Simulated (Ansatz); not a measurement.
Ni

```yaml
crystal:
  lattice:
    - [5.15681, 0.00000, 0.00000]
    - [0.00000, 5.15681, 0.00000]
    - [0.00000, 0.00000, 5.15681]
  atoms:
    - { symbol: Ni, position: [0.75000, 0.25000, 0.25000] }
    - { symbol: Ni, position: [0.25000, 0.75000, 0.25000] }
    - { symbol: Ni, position: [0.25000, 0.25000, 0.75000] }
    - { symbol: Ni, position: [0.75000, 0.75000, 0.75000] }
    - { symbol: Ni, position: [0.50000, 0.00000, 0.00000] }
    - { symbol: Ni, position: [0.00000, 0.50000, 0.00000] }
    - { symbol: Ni, position: [0.00000, 0.00000, 0.50000] }
    - { symbol: Ni, position: [0.50000, 0.50000, 0.50000] }
```

Space group Fd-3m; set up as Ni, diamond; a generated structure, not necessarily the stable one; changed on purpose from its base cell (volume × 1.08); computed pressure about −6 GPa in this cell; spin-polarised.

All numbers below come from DFT, r2SCAN, plane waves (500 eV) with PAW, scalar-relativistic (Ansatz).

**What will maps of the valence pseudo-density, electron localisation function and spin density show?**

Ni–Ni (2.23 Å): the density is about 0.52 e/Å³ at the midpoint; the ELF is about 0.30 at the midpoint: no shared electron pair shows on this line.
The spin density sits on Ni: +1.0 μB (×8) in one cell of 8 atoms: parallel main moments (a ferromagnetic arrangement) in this solution. The cell of the calculation (2 atoms) carries 1.8 μB of net spin moment.

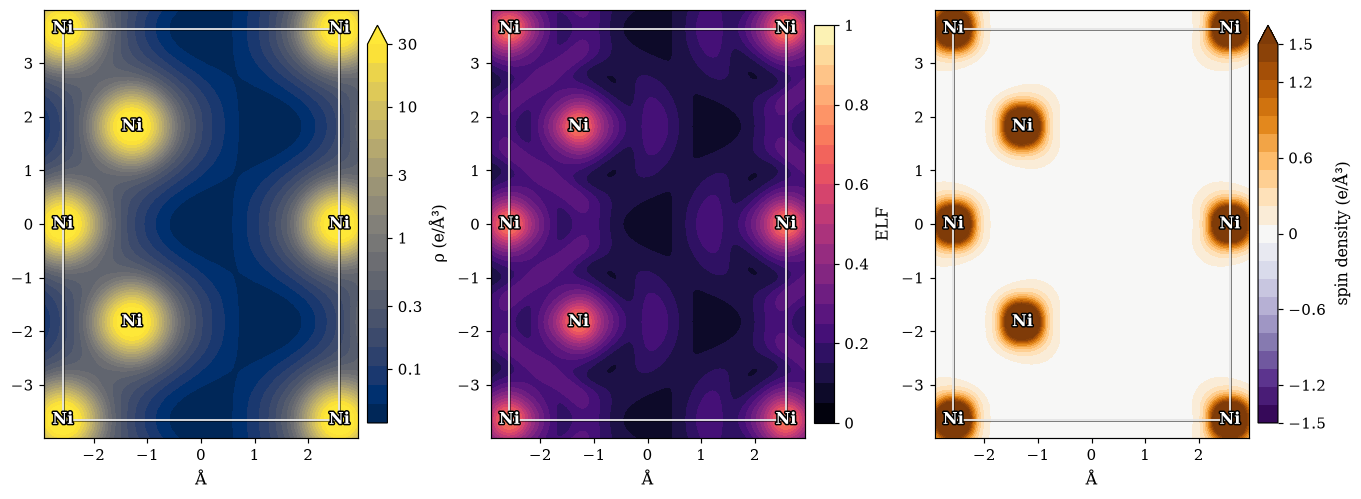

Computed valence pseudo-density, electron localisation function and spin density on the (110) plane of the conventional cell, in this order. 

Core electrons are frozen (PAW), and the valence fields are smoothed inside the atomic spheres.
